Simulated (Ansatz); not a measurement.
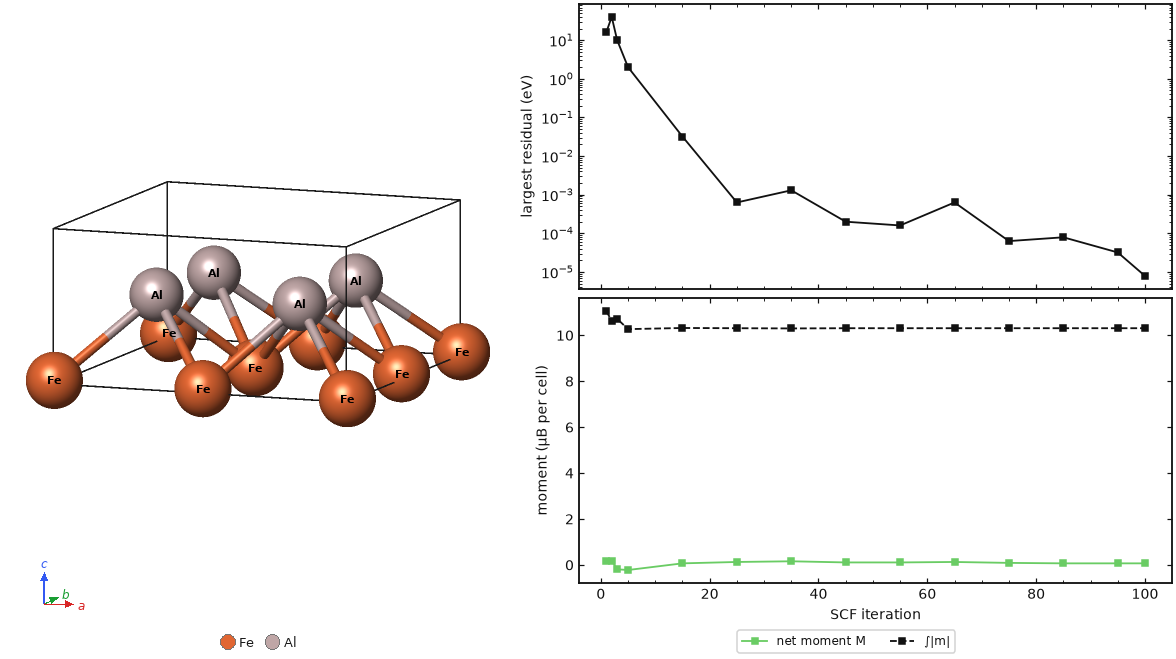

Beside the plot: the structure.

The plot shows the SCF iterations of a calculation: largest residual, magnetic moments. Only some iterations were kept.

AlFe (P1, 8 atoms in the cell); DFT, PBE, norm-conserving potentials, plane waves, scalar-relativistic in Ansatz; cutoff 1224.51 eV, 1×1×1 k-mesh, Fermi–Dirac smearing of 0.1 eV, collinear spins.
Setting under test: full search for lower states.

Q: Did the calculation converge?

A: It did not converge: it stopped after 100 iterations. The residual is still falling at the last step (down to 8 × 10⁻⁶).

Q: Read the residual at the first and at the last step drawn.

A: It starts near 20 and ends near 8 × 10⁻⁶ eV.

Q: How do the moments develop?

A: The net moment goes from 0.19 to 0.07 μB per cell, though in an unconverged run this needn't be final.
